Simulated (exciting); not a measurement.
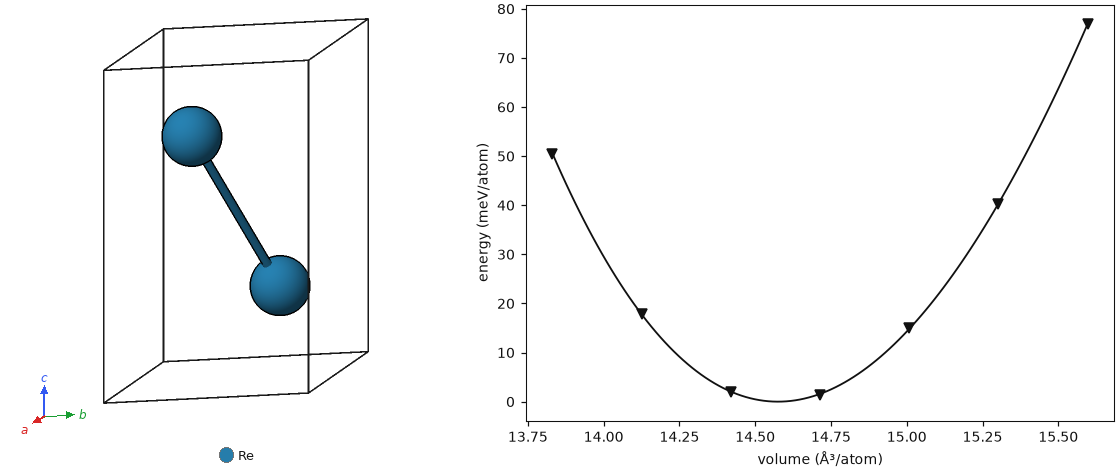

The picture above shows the energy against volume for Re, space group P6_3/mmc (No. 194). The conventional cell is drawn beside the plot.

Structure:
```xyz
2
Lattice="2.7608 0.0000 0.0000 -1.3804 2.3909 0.0000 0.0000 0.0000 4.4582" Properties=species:S:1:pos:R:3 pbc="T T T"
Re    1.3804    0.7970    3.3436
Re    0.0000    1.5939    1.1145
```

How it was computed, with exciting sodium: all-electron LAPW DFT, no spin polarisation; energies at scaled volumes of the given cell, shape and fractions fixed, counted from the fit's minimum, third-order Birch-Murnaghan fit. Level: PBEsol.

k mesh 11×11×6; occupations Fermi–Dirac; smearing width 0.05 eV; potentials all electron LAPW+lo, shipped species files; program settings rgkmax 9.

How stiff is the solid, and where is its volume at rest?

Answer. A third-order Birch–Murnaghan fit gives V0 = 14.57 Å³/atom, B0 = 388 GPa and B′ = 4.4.

Keep in mind: shape and atomic fractions are frozen while scaling, which makes layered, chain and framework solids too stiff.

The computed values:

```tsv
volume (Å³/atom)	energy (meV/atom)
13.83	50.46
14.13	17.76
14.42	2.07
14.71	1.44
15.01	15.04
15.30	40.29
15.60	77.01
```
